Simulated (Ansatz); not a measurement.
## Mending a single-point calculation on Fe

System: Fe (1 atom in the cell).
Method of the first run: DFT, r2SCAN, plane waves, PAW, spin-polarised (Ansatz 0.2.0).

The structure derives from an entry of the Crystallography Open Database. Some settings of this run were made unusual or wrong on purpose. Text and figures count atoms from 1; the logs count them from 0 in places.

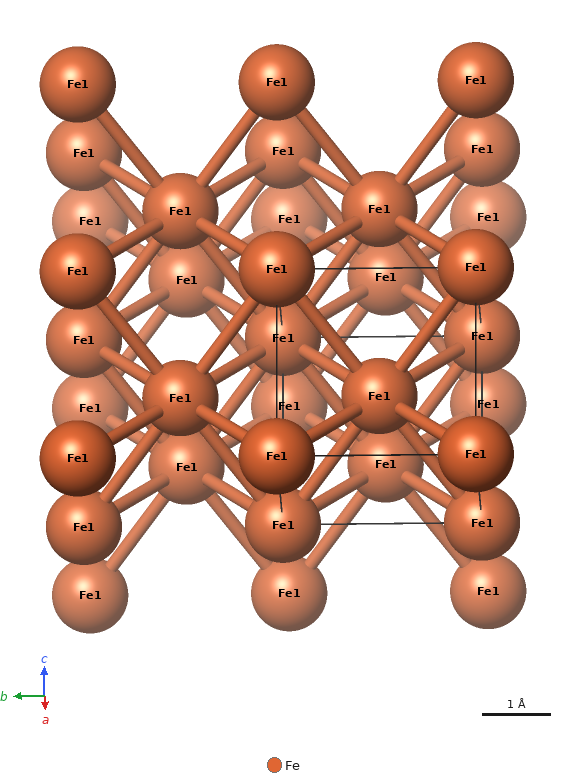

**Figure 1.** The structure as given in the input (ball-and-stick view of the cell 2 times as large as that of the calculation, set on its symmetry axes, repeated 2 × 2 × 2, seen at an oblique angle; atoms are numbered from 1 in the order of the input). An atom can appear more than once, as a periodic image. Near neighbours in the periodic cell (some may lie outside the picture): Fe has 8 Fe at 2.55 Å.

### Input file, the first run
```yaml
crystal:
  lattice:
    - [-1.47, 1.47, 1.47]
    - [1.47, -1.47, 1.47]
    - [1.47, 1.47, -1.47]
  atoms:
    - { symbol: Fe, position: [0.0, 0.0, 0.0], spin: 4.0 }
magnetization:
  spin_polarized: true
hamiltonian:
  xc: r2scan
  pseudopotentials: { kind: paw }
basis:
  ecutwfc: 500
kpoints:
  mp_grid: { grid: [1, 1, 1] }
scf:
  occupations: { method: fermi_dirac, width: 0.05 }
  lower_state_search: "off"
  algorithm: density_mixing
  max_iter: 80
  mixing: {}
output:
  forces: true
  stress: true
```

Launched with:
```bash
ansatz run input.yaml --threads 2 --pin off --max-ram 5120MiB --backend cpu --events-out ev --progress --plain --runs-dir out
```

Hardware: 2 threads of Intel Xeon (Granite Rapids), 32 GiB of memory available, shared host.

### Output, shortened to warnings, some set-up lines, iterations and results (the first run)
```
Basis set: ecut = 500 eV, 321 PW (Γ), exchange–correlation on 80×80×80 points (64 copies of the dense FFT grid, shifted against one another)
Symmetry: 48 space group operations
k-points: 1
Initial density: superposition of atomic densities (chi_scale 0.1, normalization cell)
[...]
SCF iter   1: F=-4495.072020 eV  HF=-4494.602225 eV  |F-HF|=4.70e-1  |Δ(HF+E_count)|=         —  Δρ=4.39e-2 (↑2.93e-2 ↓4.39e-2)  dr2=4.88e-2  dr2_τ=8.38e-3  dr2_m=1.15e-1  …
SCF iter   2: F=-4495.090608 eV  HF=-4494.879443 eV  |F-HF|=2.11e-1  |Δ(HF+E_count)|=   2.77e-1  Δρ=1.66e-2 (↑1.66e-2 ↓1.43e-2)  dr2=2.63e-2  dr2_τ=6.18e-4  dr2_m=2.46e-3  …
SCF iter   3: F=-4495.096833 eV  HF=-4494.997226 eV  |F-HF|=9.96e-2  |Δ(HF+E_count)|=   1.18e-1  Δρ=1.10e-2 (↑1.10e-2 ↓1.07e-2)  dr2=1.44e-2  dr2_τ=2.29e-4  dr2_m=4.00e-5  …
SCF iter   4: F=-4495.101981 eV  HF=-4495.098798 eV  |F-HF|=3.18e-3  |Δ(HF+E_count)|=   1.02e-1  Δρ=2.57e-3 (↑2.43e-3 ↓2.57e-3)  dr2=1.11e-3  dr2_τ=5.82e-5  dr2_m=1.11e-5  …
SCF iter   5: F=-4495.102248 eV  HF=-4495.102211 eV  |F-HF|=3.77e-5  |Δ(HF+E_count)|=   3.41e-3  Δρ=7.10e-4 (↑5.92e-4 ↓7.10e-4)  dr2=1.21e-4  dr2_τ=7.83e-6  dr2_m=9.41e-7  …
SCF iter   6: F=-4495.102276 eV  HF=-4495.102252 eV  |F-HF|=2.45e-5  |Δ(HF+E_count)|=   4.10e-5  Δρ=2.61e-4 (↑2.37e-4 ↓2.61e-4)  dr2=7.36e-6  dr2_τ=8.22e-7  dr2_m=1.97e-7  …
SCF iter   7: F=-4495.102275 eV  HF=-4495.102267 eV  |F-HF|=8.09e-6  |Δ(HF+E_count)|=   1.55e-5  Δρ=1.44e-4 (↑1.44e-4 ↓1.41e-4)  dr2=1.74e-6  dr2_τ=2.42e-7  dr2_m=5.51e-8  …
SCF iter   8: F=-4495.102276 eV  HF=-4495.102276 eV  |F-HF|=3.97e-7  |Δ(HF+E_count)|=   8.56e-6  Δρ=2.81e-5 (↑2.05e-5 ↓2.81e-5)  dr2=4.10e-8  dr2_τ=9.23e-9  dr2_m=5.91e-9  …
SCF iter   9: F=-4495.102276 eV  HF=-4495.102276 eV  |F-HF|=7.03e-8  |Δ(HF+E_count)|=   3.37e-7  Δρ=1.18e-5 (↑1.18e-5 ↓9.08e-6)  dr2=1.53e-8  dr2_τ=1.12e-9  dr2_m=7.06e-10  …
SCF iter  10: F=-4495.102276 eV  HF=-4495.102276 eV  |F-HF|=2.02e-8  |Δ(HF+E_count)|=   5.56e-8  Δρ=6.32e-6 (↑6.32e-6 ↓5.29e-6)  dr2=5.72e-9  dr2_τ=3.57e-10  dr2_m=1.72e-10  …
SCF 1 converged in 10 iterations: F = -4495.102276 eV  dr2 = 5.72e-9
this state was not tested for a lower state beside it, because the mixer in use, unlike msr1, does not test its closes by its own steps (another_mixer; see scf.mixing.algorithm and scf.lower_state_search)
SCF converged after 10 iterations
Magnetization: 4.0000 μB (10.0000 up, 6.0000 down)
Absolute magnetization: 4.0033 μB (∫|ρ↑−ρ↓|, with the PAW one-centre terms)
Spin contamination: 0.0030 ħ² per cell (⟨S²⟩ above its minimum at these occupations)
Per-site moments (μB) at R_I (Å): [(3.8422622826281065, 1.050272308439578)]
Free energy (F): -4495.102276 eV
Harris-Foulkes:  -4495.102276 eV  (|F-HF|=2.02e-8)
Internal energy: -4495.006799 eV  (E = F + TS)
E sigma→0 (E₀):  -4495.054538 eV
Entropy (-TS):   -0.095477 eV (-95.477 meV/atom)
Fermi energy:    17.206009 eV
--- Per-component energies (eV) ---
  E_band       = -276.773327
  E_kinetic    = 340.864445
  E_local      = -2216.049748  (includes V_loc(G=0)·N_el)
  E_nonlocal   = 234.310276
  E_hartree    = 931.024774
  E_xc         = -112.869776
  E_vxc        = -167.251966  (∫ρ·V_xc dr)
  E_paw        = -1390.477159  (= ΣΔE_a)
  E_vpaw       = -342.621053  (= ΣTr[D̂ρ^β])
  E_aug_tail   = 0.000255  (compensation charges beyond the density's cutoff)
  E_vtau       = 11.921019  (kinetic-family band-sum trace: ∫τ·v_τ [+ j·A + Jᵃ·Aᵃ] dr)
  E_ewald      = -2281.520391
  E_core_change = -0.289475  (= ΣΔE_core)
  E_smearing   = -0.095477  (= −TS)
  E_closure    = -0.000000  (closes the sum)
  Σ components = -4495.102276   (vs F -4495.102276, Δ=0.00e0)
--- Forces (eV/Å), atoms counted from 1 ---
  atom   1  Fe    -0.00000000     0.00000000    -0.00000000
  max |Σ_I F_I| component: 2.63e-29 eV/Å
--- Stress (GPa, compression-positive) ---
       -3.173311       0.000000       0.000000
       -0.000000      -3.173311       0.000000
       -0.000000       0.000000      -3.173311
  P = ⅓ Tr σ = -3.1733 GPa (-31.733 kbar)
```

> What should be changed in this input?

Some settings of this run were drawn to be unusual or wrong. It converged; results that depend on the unusual settings are not reference values. Warnings of the run: the state was not tested for a lower one.

A run of the same system that converges differs from this input as follows (lines with − go, lines with + come):
```diff
-  mp_grid: { grid: [1, 1, 1] }
+  mp_grid: { grid: [14, 14, 14] }
-  mixing: {}
+  mixing: { algorithm: broyden, ndim: 8, beta: 0.1, preconditioner: none }
```

### Output, shortened to warnings, some set-up lines, iterations and results (the second run)
```
Basis set: ecut = 500 eV, 321 PW (Γ), exchange–correlation on 80×80×80 points (64 copies of the dense FFT grid, shifted against one another)
Symmetry: 48 space group operations
k-points: 104 of 2744
Initial density: superposition of atomic densities (chi_scale 0.1, normalization cell)
[...]
SCF iter   1: F=-4485.637114 eV  HF=-4485.467222 eV  |F-HF|=1.70e-1  |Δ(HF+E_count)|=         —  Δρ=6.95e-2 (↑6.95e-2 ↓3.95e-2)  dr2=2.21e-1  dr2_τ=1.39e-2  dr2_m=3.00e-1  …
SCF iter   2: F=-4485.780570 eV  HF=-4485.612593 eV  |F-HF|=1.68e-1  |Δ(HF+E_count)|=   1.45e-1  Δρ=4.76e-2 (↑4.76e-2 ↓3.09e-2)  dr2=7.68e-2  dr2_τ=1.76e-3  dr2_m=1.61e-1  …
SCF iter   3: F=-4485.845387 eV  HF=-4485.745587 eV  |F-HF|=9.98e-2  |Δ(HF+E_count)|=   1.33e-1  Δρ=9.72e-3 (↑6.82e-3 ↓9.72e-3)  dr2=5.25e-3  dr2_τ=5.62e-4  dr2_m=3.97e-3  …
SCF iter   4: F=-4485.847579 eV  HF=-4485.769769 eV  |F-HF|=7.78e-2  |Δ(HF+E_count)|=   2.42e-2  Δρ=8.43e-3 (↑6.00e-3 ↓8.43e-3)  dr2=4.26e-3  dr2_τ=3.04e-4  dr2_m=2.59e-3  …
SCF iter   5: F=-4485.853872 eV  HF=-4485.821855 eV  |F-HF|=3.20e-2  |Δ(HF+E_count)|=   5.21e-2  Δρ=4.66e-3 (↑3.93e-3 ↓4.66e-3)  dr2=1.89e-3  dr2_τ=1.38e-4  dr2_m=1.28e-4  …
[... 6 lines ...]
SCF iter  12: F=-4485.861037 eV  HF=-4485.861032 eV  |F-HF|=4.78e-6  |Δ(HF+E_count)|=   2.75e-6  Δρ=1.12e-4 (↑8.35e-5 ↓1.12e-4)  dr2=2.95e-6  dr2_τ=5.40e-8  dr2_m=1.53e-7  …
SCF iter  13: F=-4485.861037 eV  HF=-4485.861035 eV  |F-HF|=2.45e-6  |Δ(HF+E_count)|=   3.11e-6  Δρ=7.49e-5 (↑7.49e-5 ↓4.50e-5)  dr2=3.95e-7  dr2_τ=2.29e-8  dr2_m=2.37e-7  …
SCF iter  14: F=-4485.861038 eV  HF=-4485.861038 eV  |F-HF|=1.84e-7  |Δ(HF+E_count)|=   3.08e-6  Δρ=4.05e-5 (↑2.54e-5 ↓4.05e-5)  dr2=1.05e-7  dr2_τ=7.59e-9  dr2_m=9.24e-8  …
SCF iter  15: F=-4485.861038 eV  HF=-4485.861038 eV  |F-HF|=3.64e-8  |Δ(HF+E_count)|=   7.96e-8  Δρ=1.02e-5 (↑1.02e-5 ↓9.83e-6)  dr2=8.47e-10  dr2_τ=3.70e-10  dr2_m=1.09e-8  …
SCF 1 converged in 15 iterations: F = -4485.861038 eV  dr2 = 8.47e-10
this state was not tested for a lower state beside it, because the mixer in use, unlike msr1, does not test its closes by its own steps (another_mixer; see scf.mixing.algorithm and scf.lower_state_search)
SCF converged after 15 iterations
Magnetization: 2.7516 μB (9.3758 up, 6.6242 down)
Absolute magnetization: 3.1086 μB (∫|ρ↑−ρ↓|, with the PAW one-centre terms)
Spin contamination: 0.1389 ħ² per cell (⟨S²⟩ above its minimum at these occupations)
Per-site moments (μB) at R_I (Å): [(2.921471738557506, 1.050272308439578)]
Free energy (F): -4485.861038 eV
Harris-Foulkes:  -4485.861038 eV  (|F-HF|=3.64e-8)
Internal energy: -4485.855006 eV  (E = F + TS)
E sigma→0 (E₀):  -4485.858022 eV
Entropy (-TS):   -0.006032 eV (-6.032 meV/atom)
Fermi energy:    16.272738 eV
--- Per-component energies (eV) ---
  E_band       = -269.531863
  E_kinetic    = 346.169029
  E_local      = -2202.425611  (includes V_loc(G=0)·N_el)
  E_nonlocal   = 224.227270
  E_hartree    = 919.672491
  E_xc         = -112.036750
  E_vxc        = -166.286753  (∫ρ·V_xc dr)
  E_paw        = -1379.651824  (= ΣΔE_a)
  E_vpaw       = -322.528038  (= ΣTr[D̂ρ^β])
  E_aug_tail   = 0.000255  (compensation charges beyond the density's cutoff)
  E_vtau       = 11.967799  (kinetic-family band-sum trace: ∫τ·v_τ [+ j·A + Jᵃ·Aᵃ] dr)
  E_ewald      = -2281.520391
  E_core_change = -0.289475  (= ΣΔE_core)
  E_smearing   = -0.006032  (= −TS)
  E_closure    = 0.000000  (closes the sum)
  Σ components = -4485.861038   (vs F -4485.861038, Δ=0.00e0)
--- Forces (eV/Å), atoms counted from 1 ---
  atom   1  Fe    -0.00000000    -0.00000000     0.00000000
  max |Σ_I F_I| component: 8.22e-32 eV/Å
--- Stress (GPa, compression-positive) ---
      -10.802836      -0.000000      -0.000000
        0.000000     -10.802836      -0.000000
        0.000000       0.000000     -10.802836
  P = ⅓ Tr σ = -10.8028 GPa (-108.028 kbar)
```

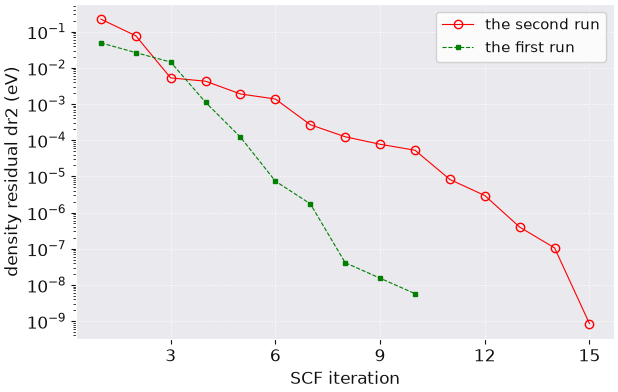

**Figure 2.** Convergence of the two runs: density residual dr2 against the SCF iteration. The second run takes 15 iterations in all, and the first run takes 10.

### The two runs side by side

```tsv
quantity	the first run	the second run
outcome	converged	converged
free energy per atom (eV)	−4495.1023	−4485.8610
energy per atom, smearing taken to zero (eV)	−4495.0545	−4485.8580
net moment of the cell (μB)	4.00	2.75
absolute moment of the cell (μB)	4.00	3.11
pressure (GPa)	−3.17	−10.80
largest force (eV/Å)	0.000	0.000
SCF iterations	10	15
irreducible k-points	1	104
plane waves at Γ	321	321
```

The free energy of the second run is 9241.2 meV per atom higher, which comes mainly from the change of mesh; a solver setting shouldn't move a converged energy. The net moment of the cell goes from 4.00 to 2.75 μB. The pressure goes from −3.17 to −10.80 GPa. The SCF takes 15 iterations against 10. The irreducible k-points go from 1 to 104.

Notes on the second run: Warnings of the run: the state was not tested for a lower one. The cell is under a tension of 10.8 GPa at this level, so it is not at its equilibrium volume.
